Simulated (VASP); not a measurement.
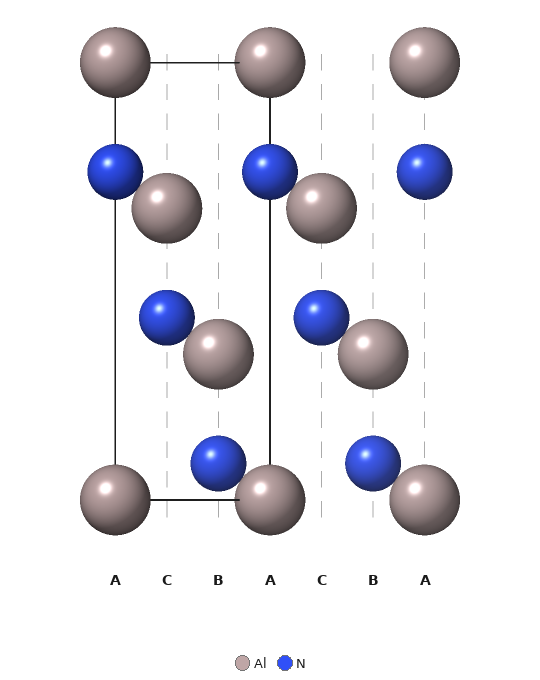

The picture looks along a close-packed row of the hexagonal mesh; [111] points upwards. The dashed lines mark the three columns A (0, 0), B (1/3, 2/3) and C (2/3, 1/3). The box is the hexagonal cell of the face-centred cubic lattice. The sequence starts with the first layer at or above the cell's origin.

AlN (space group F-43m, No. 216). Coordinates: a cell listed in the Materials Project, as set up for an electronic-structure calculation.

List the layers of one repeat.

Al(A) – N(B) – Al(B) – N(C) – Al(C) – N(A) (six layers in 7.57 Å).

How are the N layers alone stacked?

N layers alone: BCA, the cubic close-packed type.

Which positions between or in the N layers do the other atoms fill?

Al: three tetrahedral sites in each hexagonal cell.

What short polytype symbol fits?

Polytype symbol 3C, the symbol of a tetrahedral polytype (number of double layers in the repeat and lattice).
